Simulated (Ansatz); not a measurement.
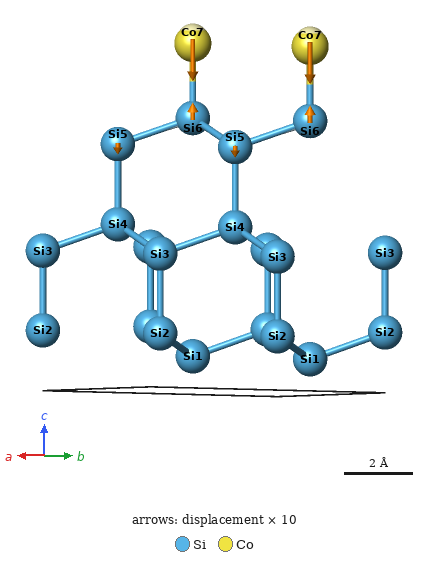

A constrained relaxation of a slab of composition CoSi₆ (cut from the Fd-3m phase). The starting structure is drawn faded, the final one solid; orange arrows show the displacements, magnified 10 times.

The picture is a ball-and-stick view of the 1 × 2 repeat of the cell, outlined in the plane, without the vacuum, seen from a free direction.

Case: Co put at a top Si site. The slab is the (1 1 1) face of Si with Co on it. 3 atoms are held fixed.

All numbers below come from DFT PBEsol, scalar-relativistic, plane waves, PAW (Ansatz).

Input file:
```yaml
crystal:
  lattice:
    - [3.8417168264, 0.0, 0.0]
    - [-1.9208584132, 3.3270243658, 0.0]
    - [0.0, 0.0, 26.0576844708]
  atoms:
    - { symbol: Si, position: [0.3333333333, 0.6666666667, 0.3261993601] }
    - { symbol: Si, position: [0.0, 0.0, 0.3562936366] }
    - { symbol: Si, position: [0.0, 0.0, 0.4465764664] }
    - { symbol: Si, position: [0.6666666667, 0.3333333333, 0.4759187092] }
    - { symbol: Si, position: [0.6666666667, 0.3333333333, 0.5684833002] }
    - { symbol: Si, position: [0.3333333333, 0.6666666667, 0.5943515514] }
    - { symbol: Co, position: [0.3333333333, 0.6666666667, 0.6856873722], spin: 3.0 }
basis:
  ecutwfc: 420
kpoints:
  mp_grid: { grid: [9, 9, 1] }
hamiltonian:
  xc: pbesol
scf:
  occupations: { method: gaussian, width: 0.05 }
output:
  forces: true
  eigenvalues: true
  populations: true
  write_density: true
  write_potential: true
  elf: true
  volumetric_format: npy
magnetization:
  spin_polarized: true
relax:
  adjacent_minimum: "off"
  f_tol: 0.03
  max_steps: 70
  constraints: [{ sites: [0, 1, 2] }]
efield:
  axis: 3
  dipole_correction: true
  ramp_width: 0.04
```

Launched with:
```bash
ansatz run input.yaml --threads 1 --pin off --max-ram 2560MiB --backend cpu --events-out ev --progress --plain --runs-dir out
```

What did the optimiser do to the structure, and how much energy did it gain?

Co7 moves most: 0.12 Å along the normal (−c). Largest moves by element: Co 0.12 Å, Si 0.05 Å. The cell doesn't change. Among the contacts that change: Si6–Co7 2.380 → 2.204 Å, Si4–Si5 2.412 → 2.369 Å, Si5–Si6 2.318 → 2.345 Å. Among the angles between lasting bonds that change: Si4–Si5–Si6 106.9° → 108.9°, Si5–Si6–Co7 106.9° → 108.9°. After 3 accepted moves (4 points after the start) the energy has fallen by 0.115 eV per cell of the calculation. Largest force component: 1.3 eV/Å at the start, 0.0053 eV/Å at the end. 1 step only repeated the SCF at the same geometry.

Limits of the set-up: the periodic images lie only 3.8 Å apart, so the values are limited by the cell's size.
